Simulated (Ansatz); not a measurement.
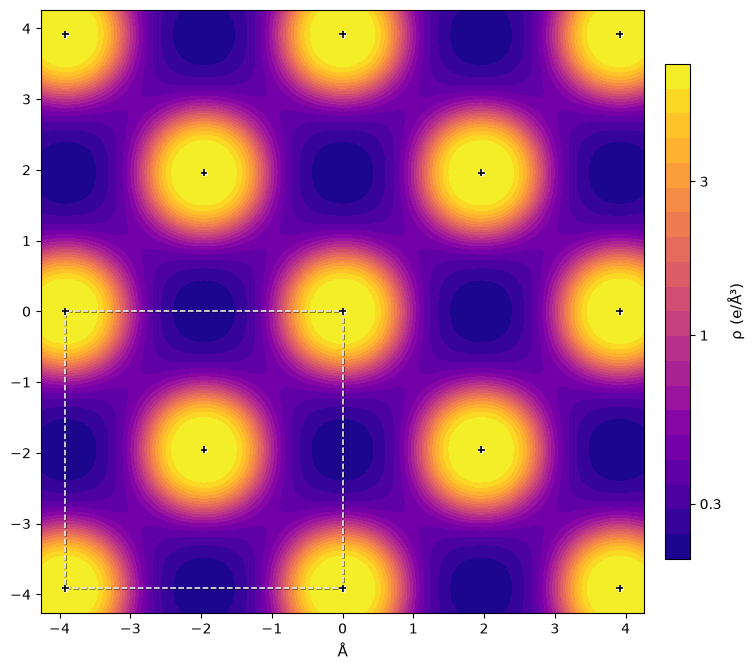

The valence pseudo-density on a plane through atoms (crosses mark nuclei in the plane).

Theory: DFT PBE, scalar-relativistic, plane waves, PAW in Ansatz.

Candidates:
A. Al5P6 (slab), a = 3.89 Å, b = 3.89 Å, c = 28.77 Å, α = 90.00°, β = 90.00°, γ = 90.00°. Computed without spin polarisation.
B. Re, a = 3.92 Å, b = 3.92 Å, c = 3.92 Å, α = 90.00°, β = 90.00°, γ = 90.00°. Space group Fm-3m; computed without spin polarisation.
C. W, a = 4.04 Å, b = 4.04 Å, c = 4.04 Å, α = 90.00°, β = 90.00°, γ = 90.00°. Space group Fm-3m.

Which candidate gave the map?

Answer. Candidate B: Re on the (100) plane of the conventional cell, which holds Re. Re–Re (2.77 Å): the density is about 0.42 e/Å³ at the midpoint.
